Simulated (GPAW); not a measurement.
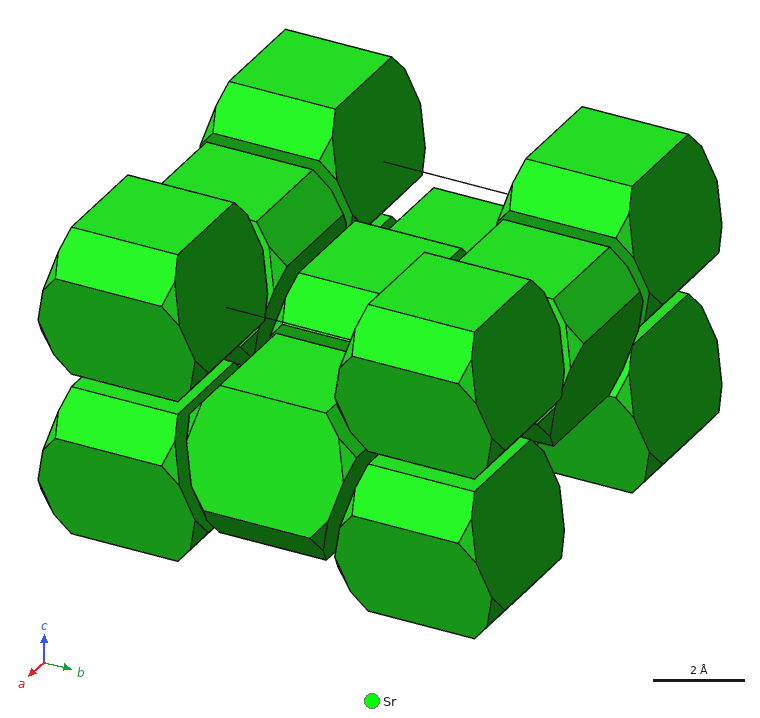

Computed Voronoi cells of the atoms in the unit cell of Sr (space group I4_1/amd (No. 141), a = 7.413 Å, b = 7.413 Å, c = 4.042 Å, α = 90.00°, β = 90.00°, γ = 90.00°), coloured by the element inside, shrunk a little to part them. Source: a cell listed in the Materials Project, as set up for an electronic-structure calculation.

| site | Wyckoff | x | y | z |
| --- | --- | --- | --- | --- |
| Sr | 4a | 0.0000 | 0.0000 | 0.0000 |

Q: What share of the volume falls to each element, and how large are the cells?

A: Sr: 55.5 Å³ per atom, 100 % of the volume. The partition uses no radii, so it reflects positions alone and not ionic sizes.
